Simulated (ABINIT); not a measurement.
Elastic calculation, with input and output: TiSi (part 2 of 3)

Continued. System: TiSi (2 atoms in the cell). Method: Kohn-Sham DFT of a periodic cell, LDA, PseudoDojo NC SR LDA v0.4.1 standard, no spin polarisation (ABINIT 10.8.3); cutoff 1142.88 eV, 6×8×8 k-mesh, fermi-dirac of 0.05 eV. The structure derives from a Materials Project entry. The settings are looser than a standard set-up, so the numbers are not reference values.

Geometry of the input (Å; fractional positions):
```
3.7440  0.0000  0.0000
0.0000  1.7965  2.0506
0.0000  -1.7965  2.0506
Ti 0.0000  0.0507  0.0507
Si 0.5000  0.5508  0.5508
```

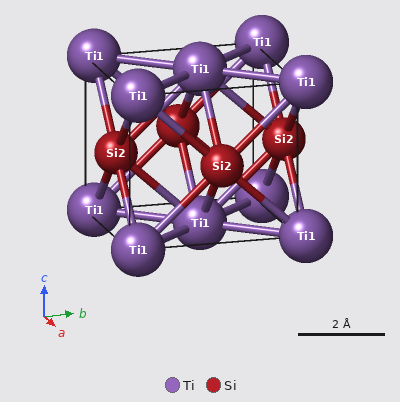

The structure as given in the input (ball-and-stick view of the cell 2 times as large as that of the calculation, set on its symmetry axes, seen slightly off an axis; atoms are numbered from 1 in the order of the input). An atom can appear more than once, as a periodic image.

Output, continued:
```
--------------------------------------------------------------------------------

--------------------------------------------------------------------------------

 dfpt_looppert : total number of electrons, from k and k+q
  fully or partially occupied states are    1.600000E+01 and    1.600000E+01.
 Initialisation of the first-order wave-functions :
  ireadwf=   0

--- !BeginCycle
iteration_state: {dtset: 2, }
solver: {iscf: 7, nstep: 80, nline: 4, wfoptalg: 0, }
tolerances: {tolvrs: 1.00E-09, }
...

     iter   2DEtotal(Ha)        deltaE(Ha) residm    vres2
-ETOT  1   2.0512482703233     -2.561E+03 2.371E+01 3.765E+02
 ETOT  2  0.96454499409800     -1.087E+00 1.859E-01 1.172E+01
 ETOT  3  0.95922611149752     -5.319E-03 5.824E-03 9.858E-01
 ETOT  4  0.95846099399422     -7.651E-04 2.343E-04 3.760E-02
 ETOT  5  0.95843690414211     -2.409E-05 1.452E-05 6.656E-05
 ETOT  6  0.95843690447681      3.347E-10 1.259E-06 9.338E-05
 ETOT  7  0.95843687534387     -2.913E-08 9.327E-08 1.114E-06
 ETOT  8  0.95843687496416     -3.797E-10 3.669E-08 2.003E-08
 ETOT  9  0.95843687495961     -4.547E-12 1.755E-08 9.778E-11

 At SCF step    9       vres2   =  9.78E-11 < tolvrs=  1.00E-09 =>converged.
================================================================================

 ----iterations are completed or convergence reached----

 Mean square residual over all n,k,spin=   10.512E-12; max=  17.555E-09

 2DEtotal=    0.9584368750E+00 Ha. Also 2DEtotal=    0.260803959969E+02 eV
    (2DErelax=   -2.5620680482E+03 Ha. 2DEnonrelax=    2.5630264851E+03 Ha)
    (  non-var. 2DEtotal :    9.5843693304E-01 Ha)

--------------------------------------------------------------------------------
 Perturbation wavevector (in red.coord.)   0.000000  0.000000  0.000000
 Perturbation : displacement of atom   2   along direction   1
 Found     2 symmetries that leave the perturbation invariant.
 symkpt : the number of k-points, thanks to the symmetries,
 is reduced to   114 .

--------------------------------------------------------------------------------

--------------------------------------------------------------------------------

 dfpt_looppert : total number of electrons, from k and k+q
  fully or partially occupied states are    1.600000E+01 and    1.600000E+01.
 Initialisation of the first-order wave-functions :
  ireadwf=   0

--- !BeginCycle
iteration_state: {dtset: 2, }
solver: {iscf: 7, nstep: 80, nline: 4, wfoptalg: 0, }
tolerances: {tolvrs: 1.00E-09, }
...

     iter   2DEtotal(Ha)        deltaE(Ha) residm    vres2
-ETOT  1   6.8436627087201     -9.400E+01 1.063E+00 1.221E+04
 ETOT  2   4.6975564726282     -2.146E+00 2.863E-02 4.260E+02
 ETOT  3   4.6131358850681     -8.442E-02 1.299E-03 4.995E+00
 ETOT  4   4.6108743865627     -2.261E-03 2.039E-04 1.461E-01
 ETOT  5   4.6107567999862     -1.176E-04 7.595E-06 1.022E-04
 ETOT  6   4.6107567440923     -5.589E-08 9.293E-07 4.490E-06
 ETOT  7   4.6107567441350      4.266E-11 3.927E-08 4.732E-06
 ETOT  8   4.6107567426387     -1.496E-09 5.043E-09 7.638E-10

 At SCF step    8       vres2   =  7.64E-10 < tolvrs=  1.00E-09 =>converged.
================================================================================

 ----iterations are completed or convergence reached----

 Mean square residual over all n,k,spin=   17.171E-12; max=  50.431E-10

 2DEtotal=    0.4610756743E+01 Ha. Also 2DEtotal=    0.125465082610E+03 eV
    (2DErelax=   -9.6237215989E+01 Ha. 2DEnonrelax=    1.0084797273E+02 Ha)
    (  non-var. 2DEtotal :    4.6107557615E+00 Ha)

--------------------------------------------------------------------------------
 Perturbation wavevector (in red.coord.)   0.000000  0.000000  0.000000
 Perturbation : displacement of atom   2   along direction   2
 Found     2 symmetries that leave the perturbation invariant.
 symkpt : the number of k-points, thanks to the symmetries,
 is reduced to   136 .

--------------------------------------------------------------------------------

--------------------------------------------------------------------------------

 dfpt_looppert : total number of electrons, from k and k+q
  fully or partially occupied states are    1.600000E+01 and    1.600000E+01.
 Initialisation of the first-order wave-functions :
  ireadwf=   0

--- !BeginCycle
iteration_state: {dtset: 2, }
solver: {iscf: 7, nstep: 80, nline: 4, wfoptalg: 0, }
tolerances: {tolvrs: 1.00E-09, }
...

     iter   2DEtotal(Ha)        deltaE(Ha) residm    vres2
-ETOT  1   1.0761118629805     -3.284E+01 7.309E-01 4.031E+02
 ETOT  2  0.95975316802091     -1.164E-01 9.667E-03 3.135E+00
 ETOT  3  0.95864678434045     -1.106E-03 2.032E-04 2.366E-01
 ETOT  4  0.95852504738561     -1.217E-04 1.837E-05 1.578E-02
 ETOT  5  0.95851247781232     -1.257E-05 1.598E-06 1.121E-05
 ETOT  6  0.95851247440487     -3.407E-09 1.334E-07 1.733E-06
 ETOT  7  0.95851247470897      3.041E-10 3.427E-08 2.707E-06
 ETOT  8  0.95851247385478     -8.542E-10 5.777E-09 2.377E-09
 ETOT  9  0.95851247385355     -1.229E-12 5.486E-09 1.291E-10

 At SCF step    9       vres2   =  1.29E-10 < tolvrs=  1.00E-09 =>converged.
================================================================================

 ----iterations are completed or convergence reached----

 Mean square residual over all n,k,spin=   30.790E-13; max=  54.858E-10

 2DEtotal=    0.9585124739E+00 Ha. Also 2DEtotal=    0.260824531476E+02 eV
    (2DErelax=   -3.2954484705E+01 Ha. 2DEnonrelax=    3.3912997179E+01 Ha)
    (  non-var. 2DEtotal :    9.5851247304E-01 Ha)

--------------------------------------------------------------------------------
 Perturbation wavevector (in red.coord.)   0.000000  0.000000  0.000000
 Found     4 symmetries that leave the perturbation invariant.
 symkpt : the number of k-points, thanks to the symmetries,
 is reduced to    84 .

--------------------------------------------------------------------------------

--------------------------------------------------------------------------------

 dfpt_looppert : total number of electrons, from k and k+q
  fully or partially occupied states are    1.600000E+01 and    1.600000E+01.
 Initialisation of the first-order wave-functions :
  ireadwf=   0

--- !BeginCycle
iteration_state: {dtset: 2, }
solver: {iscf: 7, nstep: 80, nline: 4, wfoptalg: 0, }
tolerances: {tolvrs: 1.00E-09, }
...

     iter   2DEtotal(Ha)        deltaE(Ha) residm    vres2
-ETOT  1   46.578386806223     -1.158E+01 3.621E+01 1.308E+05
 ETOT  2   112.84227961760      6.626E+01 7.760E-01 3.528E+05
 ETOT  3   1.7031302519880     -1.111E+02 2.317E-01 7.315E+01
 ETOT  4   1.6332618125430     -6.987E-02 1.163E-02 3.206E+00
 ETOT  5   1.6314953239291     -1.766E-03 3.856E-04 2.486E-01
 ETOT  6   1.6313889915008     -1.063E-04 2.981E-05 1.096E-04
 ETOT  7   1.6313889076951     -8.381E-08 2.361E-06 2.150E-06
 ETOT  8   1.6313889070101     -6.849E-10 2.117E-07 2.674E-08
 ETOT  9   1.6313889069885     -2.161E-11 1.309E-08 7.577E-10

 At SCF step    9       vres2   =  7.58E-10 < tolvrs=  1.00E-09 =>converged.
================================================================================

 ----iterations are completed or convergence reached----

 Mean square residual over all n,k,spin=   63.769E-12; max=  13.087E-09

 2DEtotal=    0.1631388907E+01 Ha. Also 2DEtotal=    0.443923536655E+02 eV
    (2DErelax=   -5.6522987995E+01 Ha. 2DEnonrelax=    5.8154376902E+01 Ha)
    (  non-var. 2DEtotal :    1.6313891493E+00 Ha)

--------------------------------------------------------------------------------
 Perturbation wavevector (in red.coord.)   0.000000  0.000000  0.000000
 Found     4 symmetries that leave the perturbation invariant.
 symkpt : the number of k-points, thanks to the symmetries,
 is reduced to    84 .

--------------------------------------------------------------------------------

--------------------------------------------------------------------------------

 dfpt_looppert : total number of electrons, from k and k+q
  fully or partially occupied states are    1.600000E+01 and    1.600000E+01.
 Initialisation of the first-order wave-functions :
  ireadwf=   0

--- !BeginCycle
iteration_state: {dtset: 2, }
solver: {iscf: 7, nstep: 80, nline: 4, wfoptalg: 0, }
tolerances: {tolvrs: 1.00E-09, }
...

     iter   2DEtotal(Ha)        deltaE(Ha) residm    vres2
-ETOT  1   30.706663361811     -2.740E+01 4.277E+00 6.298E+04
 ETOT  2   75.981675451038      4.528E+01 6.233E-01 2.261E+05
 ETOT  3   1.4815932526020     -7.450E+01 1.498E-01 1.537E+02
 ETOT  4   1.3788878658620     -1.027E-01 1.014E-02 1.768E+00
 ETOT  5   1.3781619882573     -7.259E-04 1.442E-04 9.588E-02
 ETOT  6   1.3781220291449     -3.996E-05 1.956E-05 4.541E-04
 ETOT  7   1.3781218205642     -2.086E-07 7.425E-07 1.093E-05
 ETOT  8   1.3781218133338     -7.230E-09 1.118E-07 1.124E-07
 ETOT  9   1.3781218133009     -3.291E-11 4.153E-09 5.717E-10

 At SCF step    9       vres2   =  5.72E-10 < tolvrs=  1.00E-09 =>converged.
================================================================================

 ----iterations are completed or convergence reached----

 Mean square residual over all n,k,spin=   14.852E-12; max=  41.529E-10

 2DEtotal=    0.1378121813E+01 Ha. Also 2DEtotal=    0.375006049557E+02 eV
    (2DErelax=   -5.6724474302E+01 Ha. 2DEnonrelax=    5.8102596115E+01 Ha)
    (  non-var. 2DEtotal :    1.3781207676E+00 Ha)

--------------------------------------------------------------------------------
 Perturbation wavevector (in red.coord.)   0.000000  0.000000  0.000000
 Found     4 symmetries that leave the perturbation invariant.
 symkpt : the number of k-points, thanks to the symmetries,
 is reduced to    84 .

--------------------------------------------------------------------------------

--------------------------------------------------------------------------------

 dfpt_looppert : total number of electrons, from k and k+q
  fully or partially occupied states are    1.600000E+01 and    1.600000E+01.
 Initialisation of the first-order wave-functions :
  ireadwf=   0

--- !BeginCycle
iteration_state: {dtset: 2, }
solver: {iscf: 7, nstep: 80, nline: 4, wfoptalg: 0, }
tolerances: {tolvrs: 1.00E-09, }
...

     iter   2DEtotal(Ha)        deltaE(Ha) residm    vres2
-ETOT  1   28.564950586089     -3.061E+01 6.813E+00 5.621E+04
 ETOT  2   66.775518579881      3.821E+01 6.378E-01 1.959E+05
 ETOT  3   1.2322168929725     -6.554E+01 1.409E-01 3.644E+02
 ETOT  4   1.0924782039955     -1.397E-01 8.800E-03 1.049E+00
 ETOT  5   1.0919144593566     -5.637E-04 1.495E-04 1.396E-01
 ETOT  6   1.0918616526503     -5.281E-05 1.062E-05 3.245E-04
 ETOT  7   1.0918614914184     -1.612E-07 6.952E-07 1.127E-05
 ETOT  8   1.0918614845752     -6.843E-09 6.161E-08 1.219E-07
 ETOT  9   1.0918614845323     -4.294E-11 4.291E-09 8.671E-10

 At SCF step    9       vres2   =  8.67E-10 < tolvrs=  1.00E-09 =>converged.
================================================================================

 ----iterations are completed or convergence reached----

 Mean square residual over all n,k,spin=   19.471E-12; max=  42.914E-10

 2DEtotal=    0.1091861485E+01 Ha. Also 2DEtotal=    0.297110645827E+02 eV
    (2DErelax=   -5.8081034562E+01 Ha. 2DEnonrelax=    5.9172896047E+01 Ha)
    (  non-var. 2DEtotal :    1.0918613012E+00 Ha)

--------------------------------------------------------------------------------
 Perturbation wavevector (in red.coord.)   0.000000  0.000000  0.000000
 Found     2 symmetries that leave the perturbation invariant.
 symkpt : the number of k-points, thanks to the symmetries,
 is reduced to   136 .

--------------------------------------------------------------------------------

--------------------------------------------------------------------------------

 dfpt_looppert : total number of electrons, from k and k+q
  fully or partially occupied states are    1.600000E+01 and    1.600000E+01.
 Initialisation of the first-order wave-functions :
  ireadwf=   0

--- !BeginCycle
iteration_state: {dtset: 2, }
solver: {iscf: 7, nstep: 80, nline: 4, wfoptalg: 0, }
tolerances: {tolvrs: 1.00E-09, }
...

     iter   2DEtotal(Ha)        deltaE(Ha) residm    vres2
-ETOT  1   3.9147820020119     -2.744E+01 6.794E+00 7.208E+03
 ETOT  2  0.68409676610876     -3.231E+00 6.183E-02 4.945E+02
 ETOT  3  0.34208610199918     -3.420E-01 1.722E-03 3.537E+00
 ETOT  4  0.34007605154639     -2.010E-03 1.007E-04 6.962E-03
 ETOT  5  0.34007024818800     -5.803E-06 6.864E-06 1.668E-05
 ETOT  6  0.34007025003802      1.850E-09 8.084E-07 3.038E-05
 ETOT  7  0.34007024049606     -9.542E-09 9.327E-08 9.322E-08
 ETOT  8  0.34007024046656     -2.950E-11 1.486E-07 1.766E-10

 At SCF step    8       vres2   =  1.77E-10 < tolvrs=  1.00E-09 =>converged.
================================================================================

 ----iterations are completed or convergence reached----

 Mean square residual over all n,k,spin=   87.221E-12; max=  14.861E-08

 2DEtotal=    0.3400702405E+00 Ha. Also 2DEtotal=    0.925378266410E+01 eV
    (2DErelax=   -3.1009974957E+01 Ha. 2DEnonrelax=    3.1350045197E+01 Ha)
    (  non-var. 2DEtotal :    3.4007012754E-01 Ha)

--------------------------------------------------------------------------------
 Perturbation wavevector (in red.coord.)   0.000000  0.000000  0.000000
 Found     2 symmetries that leave the perturbation invariant.
 symkpt : the number of k-points, thanks to the symmetries,
 is reduced to   114 .

--------------------------------------------------------------------------------

--------------------------------------------------------------------------------

 dfpt_looppert : total number of electrons, from k and k+q
  fully or partially occupied states are    1.600000E+01 and    1.600000E+01.
 Initialisation of the first-order wave-functions :
  ireadwf=   0

--- !BeginCycle
iteration_state: {dtset: 2, }
solver: {iscf: 7, nstep: 80, nline: 4, wfoptalg: 0, }
tolerances: {tolvrs: 1.00E-09, }
...

     iter   2DEtotal(Ha)        deltaE(Ha) residm    vres2
-ETOT  1   2.6955847302105     -2.809E+01 5.544E+01 3.950E+03
 ETOT  2  0.36393283268198     -2.332E+00 1.448E-01 1.982E+02
 ETOT  3  0.16525865273303     -1.987E-01 1.322E-03 2.068E+00
 ETOT  4  0.16384546283644     -1.413E-03 5.574E-05 1.489E-03
 ETOT  5  0.16384459611833     -8.667E-07 8.200E-06 6.018E-06
 ETOT  6  0.16384459771115      1.593E-09 9.297E-07 1.330E-05
 ETOT  7  0.16384459353570     -4.175E-09 8.444E-07 3.353E-08
 ETOT  8  0.16384459352512     -1.059E-11 5.457E-08 7.494E-11

 At SCF step    8       vres2   =  7.49E-11 < tolvrs=  1.00E-09 =>converged.
================================================================================

 ----iterations are completed or convergence reached----

 Mean square residual over all n,k,spin=   47.165E-12; max=  54.568E-09

 2DEtotal=    0.1638445935E+00 Ha. Also 2DEtotal=    0.445843851873E+01 eV
    (2DErelax=   -3.0617204296E+01 Ha. 2DEnonrelax=    3.0781048889E+01 Ha)
    (  non-var. 2DEtotal :    1.6384464345E-01 Ha)

--------------------------------------------------------------------------------
 Perturbation wavevector (in red.coord.)   0.000000  0.000000  0.000000
 Found     2 symmetries that leave the perturbation invariant.
 symkpt : the number of k-points, thanks to the symmetries,
 is reduced to   114 .

--------------------------------------------------------------------------------

--------------------------------------------------------------------------------

 dfpt_looppert : total number of electrons, from k and k+q
  fully or partially occupied states are    1.600000E+01 and    1.600000E+01.
 Initialisation of the first-order wave-functions :
  ireadwf=   0

--- !BeginCycle
iteration_state: {dtset: 2, }
solver: {iscf: 7, nstep: 80, nline: 4, wfoptalg: 0, }
tolerances: {tolvrs: 1.00E-09, }
...
```
